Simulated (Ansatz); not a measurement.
Consider Li2O.

Space group Fm-3m.

```
Li O
1.0
     4.61000    0.00000    0.00000
     0.00000    4.61000    0.00000
     0.00000    0.00000    4.61000
Li O
8 4
Direct
  0.25000 0.25000 0.25000
  0.75000 0.75000 0.25000
  0.75000 0.25000 0.75000
  0.25000 0.75000 0.75000
  0.75000 0.25000 0.25000
  0.25000 0.75000 0.25000
  0.25000 0.25000 0.75000
  0.75000 0.75000 0.75000
  0.00000 0.00000 0.00000
  0.50000 0.50000 0.00000
  0.50000 0.00000 0.50000
  0.00000 0.50000 0.50000
```

Level of theory: DFT PBE, scalar-relativistic, plane waves, PAW (Ansatz 0.2.0).

Predict the deformation density (crystal less neutral atoms): where will charge gather?

Li–O (2.00 Å): Δρ is +0.06 e/Å³ at the midpoint (close to a masked core, so read it with care).
- Li–Li (2.30 Å): Δρ is −0.03 e/Å³ at the midpoint.
- Over the whole cell, outside the masked cores, the largest gain lies at the edge of the masked core of O, and the largest loss, 0.06 e/Å³, lies 2.0 Å from a lithium nucleus and 2.3 Å from an oxygen one.
- In all about 0.18 e an atom is rearranged against the free atoms.
- Bader charges: Li +0.85 and O −1.71 e.

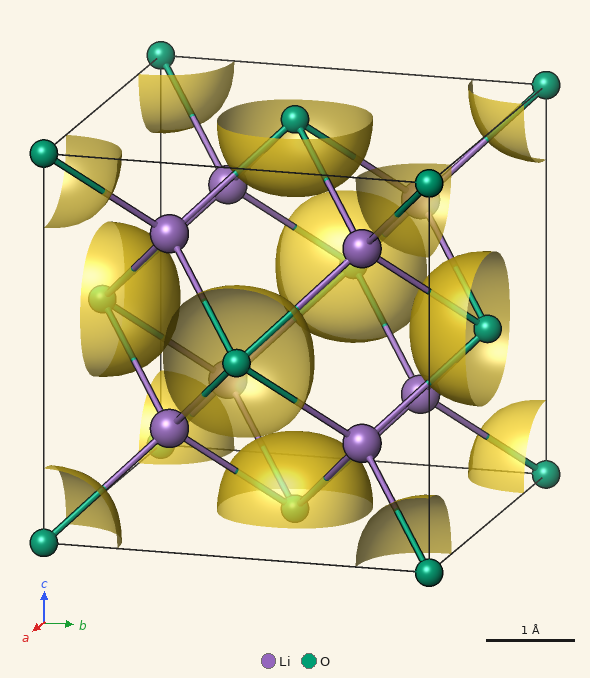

Computed deformation density: yellow surfaces at +0.08, none at −0.08 e/Å³, in the conventional cell seen slightly off an axis (the regions close to the nuclei are left out).

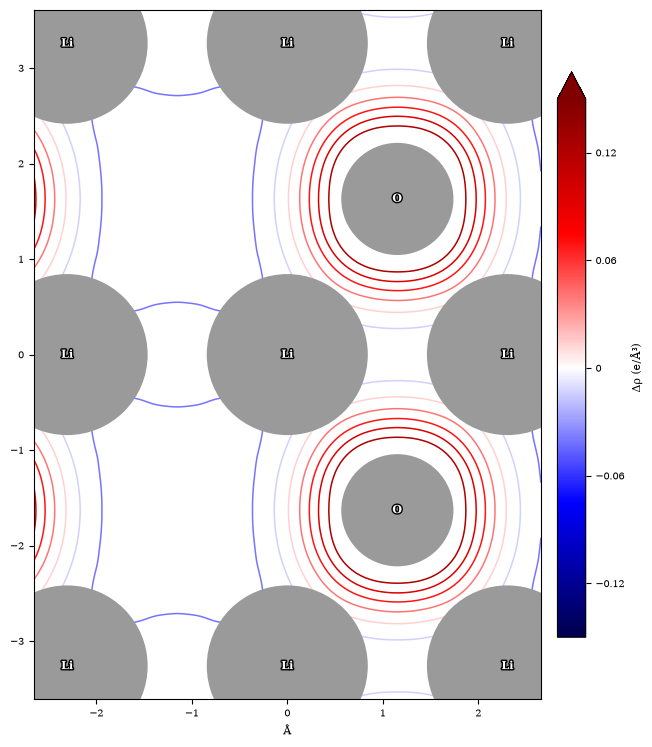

Computed deformation density: a map on the (101) plane of the conventional cell, with grey discs over the atomic cores.

Cores are masked to 0.8 Å (Li) and 0.6 Å (O).

In a PAW calculation such maps are meaningful between the atoms, not at the nuclei.

Run time: 26 s on 1 thread of Arm Neoverse N1, with other jobs on the host, peak memory 0.27 GiB.
